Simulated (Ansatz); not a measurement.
B16P16H (cell charge +1, with a compensating background) (cell with a defect)

```
B P H
1.0
     4.54819    4.54819   -4.54819
    -4.54819   -4.54819   -4.54819
    -4.54819    4.54819    4.54819
B P H
16 16 1
Direct
  0.25371 0.50171 0.25780
  0.50317 0.25218 0.25877
  0.75324 0.00122 0.25679
  0.75565 0.50773 0.75724
  0.00439 0.50280 0.50749
  0.25478 0.25170 0.50569
  0.49423 0.99727 0.50180
  0.75458 0.75290 0.50682
  0.00146 0.75057 0.25563
  0.50611 0.50316 0.00869
  0.75003 0.25274 0.01268
  0.03982 0.25297 0.75722
  0.25862 0.99912 0.75724
  0.50490 0.75198 0.75726
  0.00503 0.00334 0.00771
  0.25416 0.75258 0.00707
  0.25990 0.50709 0.01249
  0.50089 0.25219 0.01011
  0.75333 0.00150 0.00631
  0.75389 0.50202 0.50573
  0.00395 0.50294 0.25740
  0.25439 0.25243 0.25738
  0.50383 0.00283 0.25720
  0.75411 0.75223 0.25707
  0.00539 0.75356 0.00876
  0.50228 0.50209 0.75724
  0.71544 0.25274 0.75734
  0.00498 0.25194 0.50200
  0.24778 0.99922 0.50426
  0.50426 0.75248 0.50822
  0.01112 0.99511 0.75729
  0.25556 0.75013 0.75728
  0.86593 0.17713 0.75364
```

The calculation used DFT PBE, scalar-relativistic, plane waves, PAW in Ansatz.

Core electrons are frozen (PAW), and the valence fields are smoothed inside the atomic spheres.

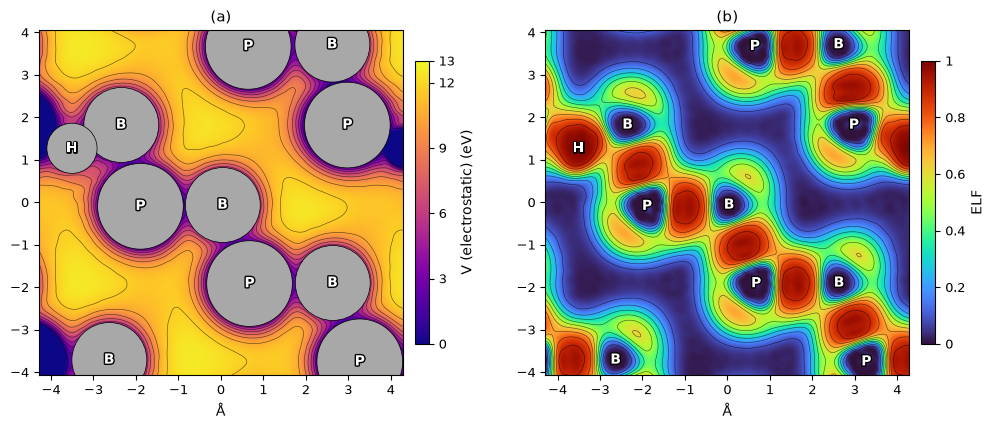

Figure 1. (a) electrostatic potential energy of an electron; (b) electron localisation function on the (001) plane of the calculation cell. Grey discs cover the atomic cores in the potential map.

Question: What does the map show?

Answer: The section cuts through B, P and H sites.
B–H (1.29 Å): the ELF climbs to about 1 towards the hydrogen, as it does in any bond to H.
B–P (1.93 Å): the ELF peaks at about 0.95 between the atoms (localised, covalent bonding).
B–P (1.98 Å): the ELF peaks at about 0.95 between the atoms, as expected for localised, covalent bonding.
Outside the cores the potential energy rises away from the atoms and is highest about 1.9 Å from the nearest atoms; its zero is arbitrary.

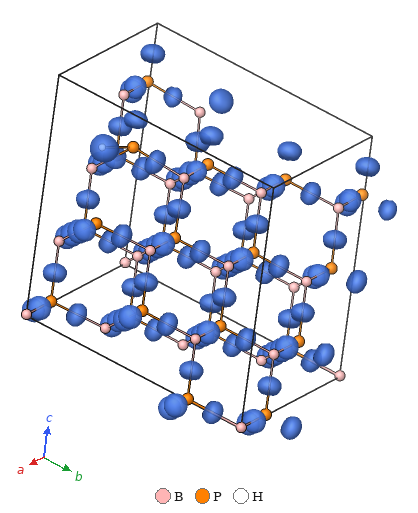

Figure 2. Isosurface of the electron localisation function at 0.9 (blue), seen slightly off an axis. Core shells and regions of very low density are left out. Sticks mark near contacts.

Question: Describe the localisation domains.

Answer: The surface consists of 63 regions between bonded B–P atoms (shared pairs) and one region around a hydrogen nucleus, counted in one cell of 33 atoms. Regions shared between cells count once. Profiles from the grid: P–H (1.50 Å): the ELF climbs to about 1 towards the hydrogen; a covalent bond by its length.

Question: Does the calculation make it a metal, or give it a gap?

Answer: It is gapped, with a Kohn–Sham gap of 2.0 eV on the k-point mesh, an upper bound to the gap of this method.
